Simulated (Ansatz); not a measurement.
## Run report: WS₂, single-point calculation (part 2 of 2)

The same run, continued: WS₂ (3 atoms in the cell); DFT r2SCAN, scalar-relativistic, plane waves, PAW, spin-polarised (Ansatz 0.2.0); cutoff 500 eV, 6×6×4 k-mesh, Gaussian smearing of 0.05 eV, collinear spins. The structure was built on a prototype by a generator; it need not be a known phase. It belongs to a series of runs on one base structure; here: random orbitals: random, high filling.

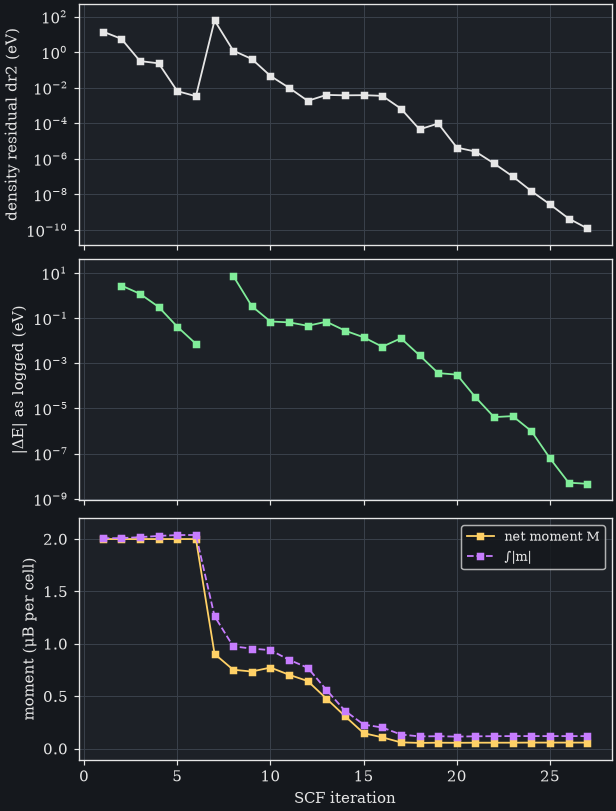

*Convergence of the self-consistent field: density residual dr2, size of the energy change and magnetic moment against the SCF iteration.*

The residual falls unevenly and jumps up by a factor of two or more 3 times on the way down. The net moment goes from 2.0 to 0.1 μB per cell.

```
this state was not tested for a lower state beside it, because the mixer in use, unlike msr1, does not test its closes by its own steps (another_mixer; see scf.mixing.algorithm and scf.lower_state_search)
SCF converged after 27 iterations
Magnetization: 0.0575 μB (13.0288 up, 12.9712 down)
Absolute magnetization: 0.1242 μB (∫|ρ↑−ρ↓|, with the PAW one-centre terms)
Spin contamination: 0.0064 ħ² per cell (⟨S²⟩ above its minimum at these occupations)
Per-site moments (μB) at R_I (Å): [(0.04682272368077455, 1.0422319882643254), (-0.004739718708535445, 1.0422319882643254), (-0.004739718708535438, 1.0422319882643254)]
Free energy (F): -12209.989458 eV
Harris-Foulkes:  -12209.989458 eV  (|F-HF|=2.46e-9)
Internal energy: -12209.989046 eV  (E = F + TS)
E sigma→0 (E₀):  -12209.989252 eV
Entropy (-TS):   -0.000412 eV (-0.137 meV/atom)
Fermi energy:    8.879183 eV
--- Per-component energies (eV) ---
  E_band       = -272.202776
  E_kinetic    = 653.691828
  E_local      = -1677.785398  (includes V_loc(G=0)·N_el)
  E_nonlocal   = 58.008526
  E_hartree    = 628.527354
  E_xc         = -427.776444
  E_vxc        = -442.108344  (∫ρ·V_xc dr)
  E_paw        = -9811.664078  (= ΣΔE_a)
  E_vpaw       = -143.032862  (= ΣTr[D̂ρ^β])
  E_aug_tail   = -0.000046  (compensation charges beyond the density's cutoff)
  E_vtau       = 21.968699  (kinetic-family band-sum trace: ∫τ·v_τ [+ j·A + Jᵃ·Aᵃ] dr)
  E_ewald      = -1632.183307
  E_core_change = -0.807482  (= ΣΔE_core)
  E_smearing   = -0.000412  (= −TS)
  E_closure    = 0.000000  (closes the sum)
  Σ components = -12209.989458   (vs F -12209.989458, Δ=0.00e0)
--- Specified on-site occupations, and those of the state reported ---
  electrons in the specified blocks: 2.1000 specified, 4.6471 found
  site 0 (l=d) ↑: largest change of an orbital's occupation 0.5595; electrons 2.0000 specified, 2.3578 found; spectral distance 0.9654
  site 0 (l=d) ↓: largest change of an orbital's occupation 0.4949; electrons 0.1000 specified, 2.2893 found; spectral distance 0.9848
--- Forces (eV/Å), atoms counted from 1 ---
  atom   1  W      0.00000000     0.00000000     0.00000000
  atom   2  S      0.00000029    -0.00000105    -1.12401994
  atom   3  S     -0.00000029     0.00000105     1.12401994
  max |Σ_I F_I| component: 0.00e0 eV/Å
--- Stress (GPa, compression-positive) ---
      -19.519052       0.000003       0.000003
        0.000003     -19.519061      -0.000005
        0.000001      -0.000004      -7.454612
  P = ⅓ Tr σ = -15.4976 GPa (-154.976 kbar)
--- Band table (eV; the first three rows and the last of 152) ---
  k-point 0 ↑: bands = ["-68.2011", "-31.7618", "-31.7617", "-31.5721", "-6.2662", "-4.4056", "2.3639", "4.2323", "4.2323", "7.6424", "7.6424", "7.8070", "8.1036", "8.1036", "8.7996", "12.0409", "12.0410", "13.8539"]
  k-point 1 ↑: bands = ["-68.2011", "-31.7618", "-31.7617", "-31.5721", "-6.1404", "-4.6372", "2.8794", "4.2509", "4.2509", "6.7205", "7.5549", "7.5549", "8.0909", "8.0909", "9.1516", "12.2452", "12.2452", "14.2693"]
  k-point 2 ↑: bands = ["-68.2011", "-31.7618", "-31.7618", "-31.5721", "-5.9706", "-4.9057", "3.6425", "4.2699", "4.2699", "5.6422", "7.4720", "7.4720", "8.0768", "8.0768", "9.2819", "12.4599", "12.4599", "14.5755"]
  k-point 75 ↓: bands = ["-68.1656", "-31.8448", "-31.7727", "-31.4407", "-4.9033", "-4.3551", "2.1866", "3.7661", "4.4335", "4.7950", "6.4645", "6.6833", "7.6709", "9.5281", "10.0309", "12.1890", "13.4625", "13.9207"]
Occupation matrices written to [file]
--- Löwdin populations: 3 sites ---
  site symbol       q [e]    m [muB]
     0      W     13.2791     0.0707
     1      S      6.2597    -0.0073
     2      S      6.2597    -0.0073
  spilling = 0.007755 (of n_electrons = 26.000000)
--- Occupation matrices: 1 shell (run DFT+U table (all-electron-ortho-atomic); ε = 2.00e-2, provisional) ---
  W0 d_5D: site group D3d (-3m)
  W0 d_5D up     Tr n = 2.3578  λ = 0.409 0.409 0.495 0.495 0.548  [2× x2-y2 0.46 (Eg 0.63) Eg(1.00) | 2× yz 0.46 (T2g 0.63) Eg(1.00) | z2 1.00 (T2g 1.00) A1g(1.00)]
  W0 d_5D dn     Tr n = 2.2893  λ = 0.412 0.412 0.435 0.515 0.515  [2× xy 0.42 (Eg 0.73) Eg(1.00) | z2 1.00 (T2g 1.00) A1g(1.00) | 2× xz 0.42 (T2g 0.73) Eg(1.00)]
  specified occupation → W0 d_5D up: matrix, ‖Δ‖_F = 1.1451, Tr Δ = -0.3578, displaced = 1.2763, d_λ = 0.9654; orbital distance = 1.7885
  specified occupation → W0 d_5D dn: matrix, ‖Δ‖_F = 0.9848, Tr Δ = -2.1893, displaced = 1.0947, d_λ = 0.9848; orbital distance = 0.0000
  Tr n, λ and their labels are of the run-group-symmetrised matrices; stabiliser: 12 of 24 elements of G0×{1,Θ} (closed), max defect 1.5e-5 at τ = 4.2e-3
```

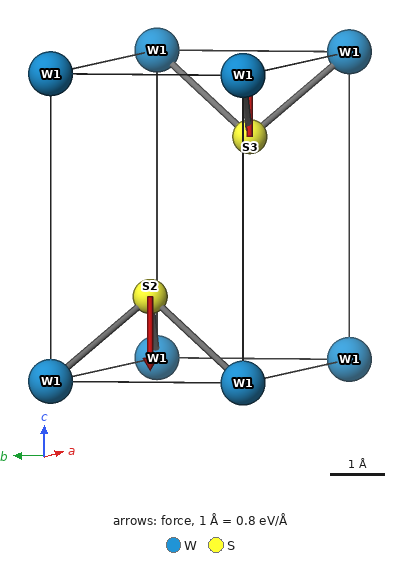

*Forces on the atoms as red arrows (ball-and-stick view of the cell of the calculation, seen at an oblique angle; atoms are numbered from 1 in the order of the input).*

The largest act on S2, S3 (1.12 eV/Å). The geometry is not a stationary point of this energy.

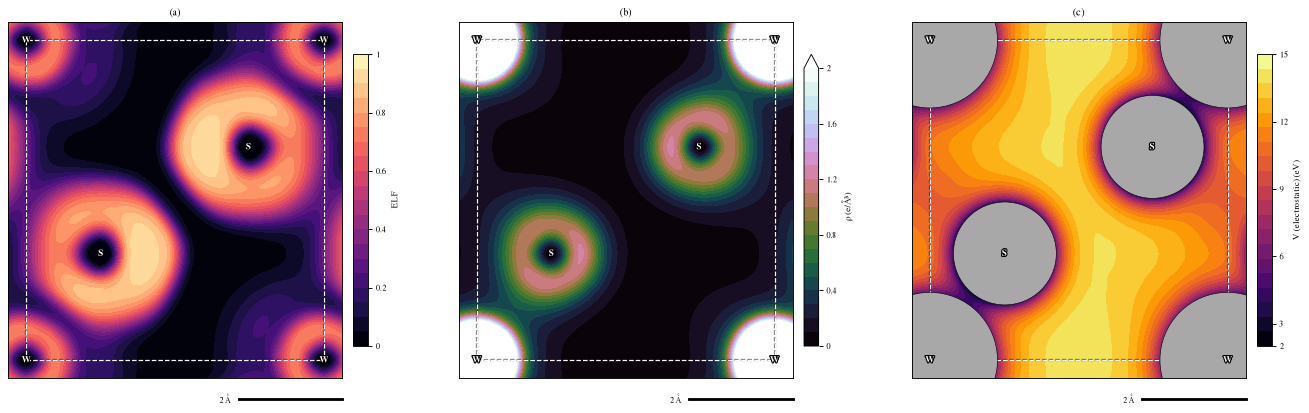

*(a) ELF; (b) valence charge density (pseudo); (c) electrostatic potential (local pseudopotential plus Hartree) felt by an electron on the (110) plane of the conventional cell. Grey discs, where drawn, cover atomic cores.*

The plane passes through W and S nuclei. W–S (2.53 Å): ρ is about 0.5 e/Å³ halfway; the ELF is about 0.45 at the midpoint. Away from the nuclei the density in this plane falls to 0.01 e/Å³ at its lowest. The strong features right at W lie inside the PAW spheres (semicore, d or f shells) and say nothing about bonding. Outside the cores the potential energy rises away from the atoms and is highest about 2.5 Å from the nearest atoms; outside the discs it spans about 11 eV, and its zero is arbitrary. Core electrons are frozen (PAW), so the fields are smoothed inside the atomic spheres.

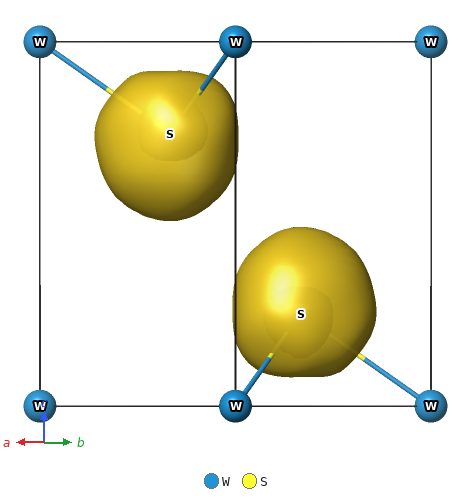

*Isosurface of the ELF at 0.7 (yellow), seen along [110]. Core shells and regions of very low density are left out. Sticks mark near contacts. The outline is the cell set on symmetry axes.*

Values along the shortest contacts: W–S (2.53 Å): the ELF is about 0.45 at the midpoint.

The run was set up as follows.

## The input
```yaml
crystal:
  lattice:
    - [3.57820255, 0.0, 0.0]
    - [-1.78910127, 3.09881431, 0.0]
    - [0.0, 0.0, 5.77238336]
  atoms:
    - { symbol: W, position: [0.0, 0.0, 0.0], spin: 2.0 }
    - { symbol: S, position: [0.3333333333, 0.6666666667, 0.252] }
    - { symbol: S, position: [0.6666666667, 0.3333333333, 0.748] }
basis:
  ecutwfc: 500
  ecutrho_ratio: 4
kpoints:
  mp_grid: { grid: [6, 6, 4] }
hamiltonian:
  xc: r2scan
  hubbard:
    sites:
      - { site: 0, l: d, u_eff: 0.0, starting_ns: [{ spin: up, occupation_matrix: s0up }, { spin: down, occupation_matrix: s0down }] }
    occupation_matrices:
      s0up:
        matrix:
          - [0.02763, -0.02742, -0.0032, 0.00214, -0.08017]
          - [-0.02742, 0.19661, -0.17042, -0.19326, 0.26352]
          - [-0.0032, -0.17042, 0.44485, 0.43113, 0.09045]
          - [0.00214, -0.19326, 0.43113, 0.46133, 0.03551]
          - [-0.08017, 0.26352, 0.09045, 0.03551, 0.86958]
      s0down:
        matrix:
          - [0.02, 0.0, 0.0, 0.0, 0.0]
          - [0.0, 0.02, 0.0, 0.0, 0.0]
          - [0.0, 0.0, 0.02, 0.0, 0.0]
          - [0.0, 0.0, 0.0, 0.02, 0.0]
          - [0.0, 0.0, 0.0, 0.0, 0.02]
    ns_hold: { iters: 5 }
scf:
  occupations: { method: gaussian, width: 0.05 }
  lower_state_search: "off"
  max_iter: 150
output:
  forces: true
  stress: true
  eigenvalues: true
  populations: true
  hubbard: { sites: [{ site: 0, l: d }] }
  write_density: true
  write_potential: true
  elf: true
  volumetric_format: npy
magnetization:
  spin_polarized: true
```

Command:
```bash
ansatz run input.yaml --threads 4 --pin off --max-ram 6144MiB --backend cpu --events-out ev --progress --plain --runs-dir out
```

## Results in brief

| quantity | value |
| --- | --- |
| outcome | converged |
| space group (tolerance 0.01 Å) | P-3m1 (164) |
| electrons treated | 26 |
| free energy | −12209.9895 eV |
| Fermi energy | 8.879 eV |
| gap on the k-point mesh | none (metallic) |
| net moment of the cell | 0.06 μB |
| integrated absolute moment | 0.12 μB |
| pressure | −15.50 GPa |
| largest force (length of the vector) | 1.124 eV/Å |
| hardware | 4 threads of Arm Neoverse N1, 16 GiB of memory available, shared host |
| wall time | 47 s (CPU time 3 min) |
| peak memory | 0.71 GiB |

The program warns: the typed occupations were not kept; the state was not tested for a lower one; the occupation matrices lower the symmetry. Spin–orbit coupling is left out, which matters for W.
